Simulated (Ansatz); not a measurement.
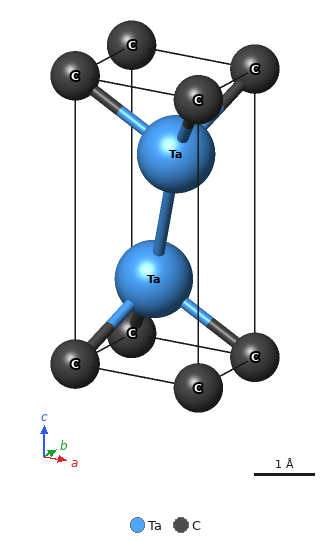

*The structure as given in the input (ball-and-stick view of the cell of the calculation, seen slightly off an axis). An atom can appear more than once, as a periodic image.*

Near neighbours in the periodic cell (some may lie outside the picture): Ta has 3 C at 2.18 Å and 12 Ta at 3.04 to 3.11 Å; C has 6 Ta at 2.18 Å.

**Geometry relaxation, with input and output: Ta₂C (part 1 of 2)**

System: Ta₂C (P-3m1, 3 atoms in the cell).
Method: DFT r2SCAN, scalar-relativistic, plane waves, PAW, no spin polarisation (Ansatz 0.2.0).

The structure derives from an entry of the Crystallography Open Database.

### Log
```
Engine: ansatz 0.2.0, x86_64-unknown-linux-gnu
Pseudopotentials: kind: paw
Pseudopotential: Ta, paw, valence charge 13, recommended cutoff 500 eV (meta_gga), Ta.paw.azcp
Pseudopotential: C, paw, valence charge 4, recommended cutoff 500 eV (meta_gga), C.paw.azcp
Functional definition: r2SCAN
  parameter k0 = 0.174
  parameter k1 = 0.065
  parameter a1 = 4.9479
  exchange = r2scan_x(k0 = k0, k1 = k1, a1 = a1)
  correlation = r2scan_c
Crystal: 3 atoms, lattice volume = 41.323 Å³
Basis set: ecut = 500 eV, 1087 PW (Γ), exchange–correlation on 96×96×160 points (64 copies of the dense FFT grid, shifted against one another)
Bands: 19, of which v1, the nominal top of the filled ones, is band 15 counted from 1 (14 counted from 0)
Symmetry: 12 space group operations
Space group: P-3m1 (ITA 164), of the structure as read, at distance tolerance 3.5e-5 Å
k-points: 266 of 2592
Non-local potential: Ta, projectors of the file, l = 0: 3, l = 1: 2, l = 2: 2, l = 3: 1
Non-local potential: C, projectors of the file, l = 0: 2, l = 1: 2, l = 2: 1
PAW form: soft (Blöchl's): semilocal exchange-correlation on the pseudo side does not see the compensation charge
PAW frozen core: Ta, regenerated for the run's functional (the file was generated under x = pbe(κ = 0.804, μ = 0.2195149727645171), c = pbe(β = 0.06672455060314922))
PAW frozen core: C, regenerated for the run's functional (the file was generated under x = pbe(κ = 0.804, μ = 0.2195149727645171), c = pbe(β = 0.06672455060314922))
PAW one-centre angular grid: Ta, 590 points (default); XC on 160 Gauss nodes
PAW one-centre angular grid: C, 302 points (default); XC on 239 of its mesh's 2573 points in the sphere
Initial density: superposition of atomic densities (neutral atoms: chi_scale 0, normalization atom), corrected by the library's trained network
Initial wavefunctions: pseudopotential atomic-orbital guess
Functional: x = r2scan, c = r2scan; τ floored in thin density (d = 2e-4 eV/Å³)
SCF iter   1: F=—  HF=-20142.339517 eV  |F-HF|=—  |Δ(HF+E_count)|=         —  Δρ=9.48e-3  dr2=2.64e-2  dr2_τ=1.87e-1  ethr=1.77e-3  ⟨swp⟩=5.4  Hψ=24458  notcnv=0
preconditioner: auto → Kerker (q_TF=auto, 2.586 Å⁻¹)  [metal: Δε(μ)=0.005 eV  Ē_g=7.635 eV  σ=0.100 eV  W_gap=0.03  n_scr=10 (ndim 8)  ℏωp=21.6 eV  f_vac=0.000  D(μ)=0.71/eV (n_scr^D=2)]
SCF iter   2: F=—  HF=-20142.398429 eV  |F-HF|=—  |Δ(HF+E_count)|=   5.89e-2  Δρ=6.53e-3  dr2=1.25e-2  dr2_τ=8.02e-4  ethr=8.80e-5  ⟨swp⟩=2.1  Hψ=10227  notcnv=0  defer=1
SCF iter   3: F=—  HF=-20142.400209 eV  |F-HF|=—  |Δ(HF+E_count)|=   1.78e-3  Δρ=1.69e-3  dr2=2.00e-3  dr2_τ=9.79e-5  ethr=4.18e-5  ⟨swp⟩=2.0  Hψ=6898  notcnv=0  defer=1
SCF iter   4: F=—  HF=-20142.399877 eV  |F-HF|=—  |Δ(HF+E_count)|=   3.31e-4  Δρ=5.75e-4  dr2=1.90e-4  dr2_τ=3.29e-5  ethr=6.66e-6  ⟨swp⟩=2.0  Hψ=6848  notcnv=0  defer=1
SCF iter   5: F=—  HF=-20142.399863 eV  |F-HF|=—  |Δ(HF+E_count)|=   1.40e-5  Δρ=1.73e-4  dr2=2.21e-5  dr2_τ=1.33e-6  ethr=6.34e-7  ⟨swp⟩=2.0  Hψ=6885  notcnv=0  defer=1
SCF iter   6: F=—  HF=-20142.399861 eV  |F-HF|=—  |Δ(HF+E_count)|=   2.31e-6  Δρ=3.26e-5  dr2=1.46e-6  dr2_τ=2.82e-8  ethr=7.38e-8  ⟨swp⟩=2.1  Hψ=6193  notcnv=0  defer=1
SCF iter   7: F=-20142.399861 eV  HF=-20142.399861 eV  |F-HF|=1.14e-8  |Δ(HF+E_count)|=   2.34e-7  Δρ=7.06e-6  dr2=3.03e-8  dr2_τ=1.27e-9  ethr=3.33e-10  ⟨swp⟩=8.4  Hψ=36477  notcnv=0
SCF 1 converged in 7 iterations: F = -20142.399861 eV  dr2 = 3.03e-8
  greatest PAW one-centre occupation: 0.998 electrons in one spin orbital (limit 2), on the Ta atom at site 1 (counted from 0), in its partial waves of l = 0
relax step   1: F+E_penalty+E_count = -20142.39986090 eV  Δ(F+E_penalty+E_count) = +0.000e0 eV  max|allowed force component| = 2.428e-1 eV/Å  Δτ_max = 0.0000 Å  P = +1.048 GPa  Ω = 41.323 Å³  (7 SCF iters, dr2 threshold 1.00e-7 eV, accepted)
Crystal: 3 atoms, lattice volume = 40.829 Å³
Basis set: ecut = 500 eV, 1085 PW (Γ), exchange–correlation on 96×96×160 points (64 copies of the dense FFT grid, shifted against one another)
Initial density: handed on by an earlier stage of this run
Initial wavefunctions: those handed on with the density
iter 1 solved again at ethr=6.37e-5 eV; its pass at ethr=3.10e-3 eV (dr2=1.91e-2 eV) is discarded
SCF iter   1: F=—  HF=-20142.310956 eV  |F-HF|=—  |Δ(HF+E_count)|=         —  Δρ=4.51e-3  dr2=2.07e-2  dr2_τ=1.47e-1  ethr=6.37e-5  ⟨swp⟩=1.1  Hψ=32995  notcnv=0
preconditioner: auto → Kerker (q_TF=auto, 2.592 Å⁻¹)  [metal: Δε(μ)=0.017 eV  Ē_g=7.587 eV  σ=0.100 eV  W_gap=0.09  n_scr=10 (ndim 8)  ℏωp=21.7 eV  f_vac=0.000  D(μ)=0.61/eV (n_scr^D=2)]
SCF iter   2: F=—  HF=-20142.380096 eV  |F-HF|=—  |Δ(HF+E_count)|=   6.91e-2  Δρ=2.52e-3  dr2=5.74e-3  dr2_τ=1.01e-4  ethr=6.37e-5  ⟨swp⟩=2.0  Hψ=9200  notcnv=0
SCF iter   3: F=—  HF=-20142.379340 eV  |F-HF|=—  |Δ(HF+E_count)|=   7.56e-4  Δρ=7.06e-4  dr2=5.80e-4  dr2_τ=3.20e-5  ethr=1.91e-5  ⟨swp⟩=2.0  Hψ=6478  notcnv=0
SCF iter   4: F=—  HF=-20142.379247 eV  |F-HF|=—  |Δ(HF+E_count)|=   9.27e-5  Δρ=2.37e-4  dr2=5.49e-5  dr2_τ=8.48e-6  ethr=1.93e-6  ⟨swp⟩=2.0  Hψ=6927  notcnv=0
SCF iter   5: F=—  HF=-20142.379243 eV  |F-HF|=—  |Δ(HF+E_count)|=   3.77e-6  Δρ=1.09e-4  dr2=4.94e-6  dr2_τ=2.96e-7  ethr=1.83e-7  ⟨swp⟩=2.0  Hψ=6918  notcnv=0
SCF iter   6: F=-20142.379245 eV  HF=-20142.379245 eV  |F-HF|=1.54e-8  |Δ(HF+E_count)|=   1.77e-6  Δρ=1.95e-5  dr2=1.46e-7  dr2_τ=7.76e-9  ethr=1.00e-9  ⟨swp⟩=9.1  Hψ=40512  notcnv=0
SCF 2 converged in 6 iterations: F = -20142.379245 eV  dr2 = 1.46e-7
relax step   2: F+E_penalty+E_count = -20142.37924518 eV  Δ(F+E_penalty+E_count) = +2.062e-2 eV  max|allowed force component| = 6.061e-1 eV/Å  Δτ_max = 0.0304 Å  P = +2.974 GPa  Ω = 40.829 Å³  energy of the carried Pulay correction = +1.909e-4 eV  (6 SCF iters, dr2 threshold 3.00e-7 eV, rejected (line search))
Crystal: 3 atoms, lattice volume = 41.452 Å³
iter 1 solved again at ethr=4.29e-5 eV; its pass at ethr=3.10e-3 eV (dr2=1.29e-2 eV) is discarded
SCF iter   1: F=—  HF=-20142.357662 eV  |F-HF|=—  |Δ(HF+E_count)|=         —  Δρ=3.53e-3  dr2=1.33e-2  dr2_τ=8.86e-2  ethr=4.29e-5  ⟨swp⟩=1.1  Hψ=32931  notcnv=0
preconditioner: auto → Kerker (q_TF=auto, 2.585 Å⁻¹)  [metal: Δε(μ)=0.035 eV  Ē_g=7.597 eV  σ=0.100 eV  W_gap=0.19  n_scr=10 (ndim 8)  ℏωp=21.6 eV  f_vac=0.000  D(μ)=0.71/eV (n_scr^D=2)]
SCF iter   2: F=—  HF=-20142.402227 eV  |F-HF|=—  |Δ(HF+E_count)|=   4.46e-2  Δρ=1.83e-3  dr2=2.49e-3  dr2_τ=8.35e-5  ethr=4.29e-5  ⟨swp⟩=2.0  Hψ=8439  notcnv=0
SCF iter   3: F=—  HF=-20142.402099 eV  |F-HF|=—  |Δ(HF+E_count)|=   1.28e-4  Δρ=6.82e-4  dr2=5.43e-4  dr2_τ=1.97e-5  ethr=8.31e-6  ⟨swp⟩=2.2  Hψ=6010  notcnv=0
SCF iter   4: F=—  HF=-20142.402001 eV  |F-HF|=—  |Δ(HF+E_count)|=   9.77e-5  Δρ=2.05e-4  dr2=2.88e-5  dr2_τ=2.89e-6  ethr=1.81e-6  ⟨swp⟩=2.1  Hψ=6745  notcnv=0
SCF iter   5: F=—  HF=-20142.402002 eV  |F-HF|=—  |Δ(HF+E_count)|=   4.39e-7  Δρ=8.84e-5  dr2=4.61e-6  dr2_τ=1.99e-7  ethr=9.59e-8  ⟨swp⟩=2.0  Hψ=6849  notcnv=0
SCF iter   6: F=—  HF=-20142.402003 eV  |F-HF|=—  |Δ(HF+E_count)|=   7.61e-7  Δρ=2.41e-5  dr2=2.49e-7  dr2_τ=8.53e-9  ethr=1.54e-8  ⟨swp⟩=2.2  Hψ=7156  notcnv=0
SCF iter   7: F=—  HF=-20142.402003 eV  |F-HF|=—  |Δ(HF+E_count)|=   2.91e-7  Δρ=6.68e-6  dr2=3.53e-8  dr2_τ=8.51e-10  ethr=8.29e-10  ⟨swp⟩=2.5  Hψ=8151  notcnv=0
SCF iter   8: F=—  HF=-20142.402003 eV  |F-HF|=—  |Δ(HF+E_count)|=   3.08e-9  Δρ=1.70e-6  dr2=1.91e-9  dr2_τ=4.49e-11  ethr=1.18e-10  ⟨swp⟩=2.5  Hψ=7329  notcnv=0
SCF iter   9: F=—  HF=-20142.402003 eV  |F-HF|=—  |Δ(HF+E_count)|=  1.31e-10  Δρ=6.52e-7  dr2=2.46e-10  dr2_τ=5.09e-12  ethr=6.35e-12  ⟨swp⟩=2.5  Hψ=7387  notcnv=0
SCF iter  10: F=-20142.402003 eV  HF=-20142.402003 eV  |F-HF|=7.28e-12  |Δ(HF+E_count)|=  7.28e-12  Δρ=5.53e-8  dr2=1.34e-12  dr2_τ=6.60e-14  ethr=1.00e-12  ⟨swp⟩=4.9  Hψ=26290  notcnv=0
SCF 3 converged in 10 iterations: F = -20142.402003 eV  dr2 = 1.34e-12
relax step   3: F+E_penalty+E_count = -20142.40200284 eV  Δ(F+E_penalty+E_count) = -2.142e-3 eV  max|allowed force component| = 6.891e-3 eV/Å  Δτ_max = 0.0075 Å  P = -0.334 GPa  Ω = 41.452 Å³  energy of the carried Pulay correction = -4.939e-5 eV  (10 SCF iters, accepted)
Crystal: 3 atoms, lattice volume = 41.402 Å³
iter 1 solved again at ethr=1.44e-8 eV; its pass at ethr=3.10e-3 eV (dr2=4.33e-6 eV) is discarded
SCF iter   1: F=—  HF=-20142.402014 eV  |F-HF|=—  |Δ(HF+E_count)|=         —  Δρ=9.38e-5  dr2=3.71e-6  dr2_τ=4.23e-5  ethr=1.44e-8  ⟨swp⟩=3.0  Hψ=35916  notcnv=0
preconditioner: auto → Kerker (q_TF=auto, 2.586 Å⁻¹)  [metal: Δε(μ)=0.023 eV  Ē_g=7.584 eV  σ=0.100 eV  W_gap=0.13  n_scr=10 (ndim 8)  ℏωp=21.6 eV  f_vac=0.000  D(μ)=0.70/eV (n_scr^D=2)]
SCF iter   2: F=—  HF=-20142.402072 eV  |F-HF|=—  |Δ(HF+E_count)|=   5.80e-5  Δρ=7.99e-5  dr2=2.88e-6  dr2_τ=4.49e-8  ethr=1.24e-8  ⟨swp⟩=2.0  Hψ=9008  notcnv=0
SCF iter   3: F=—  HF=-20142.402072 eV  |F-HF|=—  |Δ(HF+E_count)|=   2.22e-7  Δρ=6.32e-5  dr2=2.25e-6  dr2_τ=3.73e-7  ethr=9.61e-9  ⟨swp⟩=2.0  Hψ=6921  notcnv=0
SCF iter   4: F=-20142.402072 eV  HF=-20142.402072 eV  |F-HF|=1.62e-7  |Δ(HF+E_count)|=   4.08e-7  Δρ=1.87e-5  dr2=2.11e-7  dr2_τ=4.55e-9  ethr=1.00e-9  ⟨swp⟩=7.8  Hψ=32529  notcnv=0
SCF 4 converged in 4 iterations: F = -20142.402072 eV  dr2 = 2.11e-7
relax step   4: F+E_penalty+E_count = -20142.40207176 eV  Δ(F+E_penalty+E_count) = -6.892e-5 eV  max|allowed force component| = 1.508e-3 eV/Å  Δτ_max = 0.0002 Å  P = +0.002 GPa  Ω = 41.402 Å³  energy of the carried Pulay correction = -3.035e-5 eV  (4 SCF iters, dr2 threshold 3.00e-7 eV, accepted)
Initial wavefunctions: pseudopotential atomic-orbital guess (no wavefunctions were taken with the density)
iter 1 solved again at ethr=2.04e-8 eV; its pass at ethr=3.10e-3 eV (dr2=6.13e-6 eV) is discarded
SCF iter   1: F=—  HF=-20142.402104 eV  |F-HF|=—  |Δ(HF+E_count)|=         —  Δρ=1.96e-5  dr2=2.15e-7  dr2_τ=2.59e-8  ethr=2.04e-8  ⟨swp⟩=3.7  Hψ=39950  notcnv=0
preconditioner: auto → Kerker (q_TF=auto, 2.586 Å⁻¹)  [metal: Δε(μ)=0.023 eV  Ē_g=7.583 eV  σ=0.100 eV  W_gap=0.13  n_scr=10 (ndim 8)  ℏωp=21.6 eV  f_vac=0.000  D(μ)=0.70/eV (n_scr^D=2)]
SCF iter   2: F=—  HF=-20142.402103 eV  |F-HF|=—  |Δ(HF+E_count)|=   2.45e-7  Δρ=7.20e-6  dr2=2.98e-8  dr2_τ=3.01e-9  ethr=7.17e-10  ⟨swp⟩=2.0  Hψ=6391  notcnv=0
SCF iter   3: F=—  HF=-20142.402103 eV  |F-HF|=—  |Δ(HF+E_count)|=   2.74e-9  Δρ=1.96e-6  dr2=2.37e-9  dr2_τ=5.30e-11  ethr=9.93e-11  ⟨swp⟩=2.0  Hψ=6448  notcnv=0
SCF iter   4: F=—  HF=-20142.402103 eV  |F-HF|=—  |Δ(HF+E_count)|=  2.76e-10  Δρ=4.11e-7  dr2=6.59e-11  dr2_τ=1.35e-11  ethr=7.90e-12  ⟨swp⟩=2.0  Hψ=6920  notcnv=0
SCF iter   5: F=-20142.402103 eV  HF=-20142.402103 eV  |F-HF|=7.28e-12  |Δ(HF+E_count)|=  1.09e-11  Δρ=9.26e-8  dr2=4.56e-12  dr2_τ=3.71e-13  ethr=1.00e-12  ⟨swp⟩=7.0  Hψ=24419  notcnv=0
SCF 5 converged in 5 iterations: F = -20142.402103 eV  dr2 = 4.56e-12
relax step   5: F+E_penalty+E_count = -20142.40210339 eV  Δ(F+E_penalty+E_count) = -3.162e-5 eV  max|allowed force component| = 1.934e-3 eV/Å  Δτ_max = 0.0000 Å  P = +0.001 GPa  Ω = 41.402 Å³  stress off target by 3.54e-2 GPa  SCF on the basis re-selected at this cell (its energy is not comparable with the rows above)  (5 SCF iters)
```

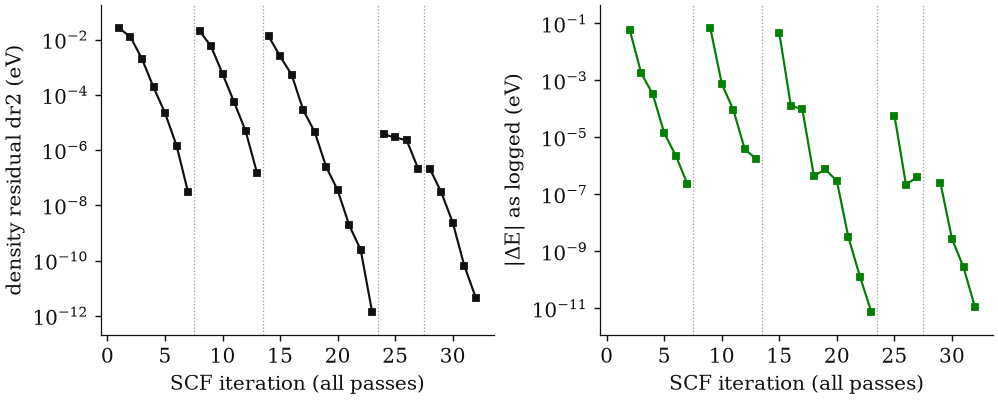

*Convergence of the self-consistent field: density residual dr2 and size of the energy change against the SCF iteration. The dotted lines part the SCF passes of the relaxation: geometry steps, rejected trials and re-solves on a re-selected basis.*

The 5 passes take 4 to 10 iterations each, 32 in all.
